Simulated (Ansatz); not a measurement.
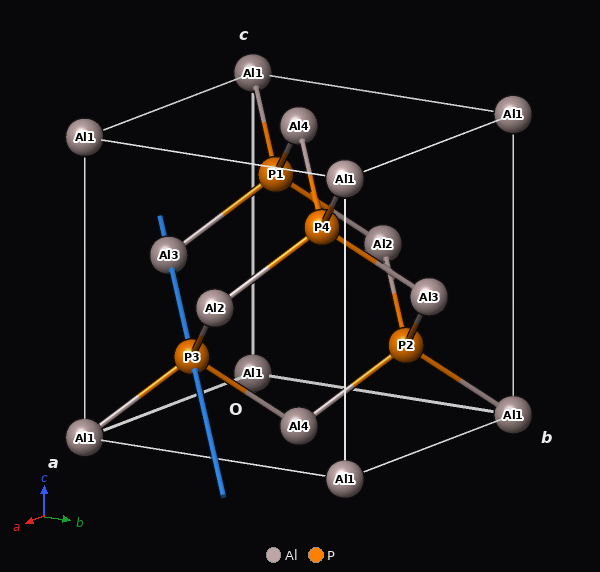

Crystal: AlP, a calculation's input that goes back to an entry of the Crystallography Open Database (an earlier step may have relaxed or displaced it). The coloured rod is the axis of a symmetry operation of the crystal. Geometry calculated from the standardised cell; symmetry tolerance 0.002 Å.

a = 5.479 Å, b = 5.479 Å, c = 5.479 Å, α = 90.00°, β = 90.00°, γ = 90.00°.

| atom | x | y | z |
| --- | --- | --- | --- |
| Al1 | 0.0000 | 0.0000 | 0.0000 |
| P1 | 0.2500 | 0.2500 | 0.7500 |
| Al2 | 0.0000 | 0.5000 | 0.5000 |
| P2 | 0.2500 | 0.7500 | 0.2500 |
| Al3 | 0.5000 | 0.0000 | 0.5000 |
| P3 | 0.7500 | 0.2500 | 0.2500 |
| Al4 | 0.5000 | 0.5000 | 0.0000 |
| P4 | 0.7500 | 0.7500 | 0.7500 |

Take the operation x, y, z → −z+1, x−1/2, −y+1/2.

> What kind of operation is it, and where does it lie?

It is a 3-fold rotation, about the line along [−1 −1 1] through (2/3, 1/6, 1/3).

> Onto which atom does it carry each atom (up to whole multiples of a, b and c)?

Al1 → Al2, P1 → P2, Al2 → Al4, P2 → P4, Al3 → Al3, P3 → P3, Al4 → Al1, P4 → P1.
